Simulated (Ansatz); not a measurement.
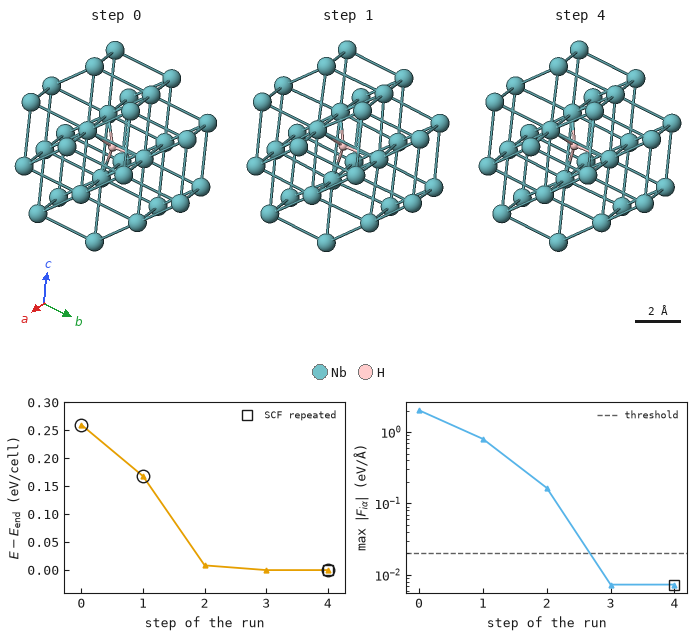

Frames of a relaxation of a defect cell of composition Nb64H, marked on the history of the run. Style: ball-and-stick. Shown: the atoms within 5.0 Å of the atom that moves most (axes of the cell of the calculation), slightly off an axis.

Case: H interstitial, charge +0, atoms relaxed.

These are results of DFT PBE, scalar-relativistic, plane waves, PAW in Ansatz, not measurements. Settings: plane-wave cutoff 420 eV; k-point mesh 3 × 3 × 3; occupations gaussian; smearing width 0.1 eV; no spin polarisation; atoms relaxed in a fixed cell; force threshold 0.02 eV/Å; at most 60 steps.

What happens along the run?

Answer. Over 3 accepted moves (4 points after the start) the energy falls by 0.260 eV per cell of the calculation. Largest force component: 2 eV/Å at the start, 0.0073 eV/Å at the end. 1 step only repeated the SCF at the same geometry. The atom that moves furthest is the H atom (0.14 Å roughly along [−2 −3 0]). By element the largest moves are H 0.14 Å, Nb 0.07 Å. The cell doesn't change. Near-neighbour distances that change, for instance: H–Nb 1.714 → 1.919 Å, Nb–Nb 2.868 → 2.977 Å, H–Nb 1.871 → 1.920 Å, Nb–Nb 3.311 → 3.266 Å. Among the angles between lasting bonds that change: Nb–H–Nb 97.0° → 101.7°, Nb–H–Nb 106.2° → 101.7°, Nb–H–Nb 128.7° → 126.5°. The run took 12 min on 8 threads of Intel(R) Xeon(R) Platinum 8488C (Sapphire Rapids) (shared host), peak memory 12 GiB. From step 0 to 1: Nb atoms move most (0.13 Å), energy −91.9 meV per cell of the calculation. From step 1 to 4: Nb atoms move most (0.07 Å), energy −0.168 eV per cell of the calculation.
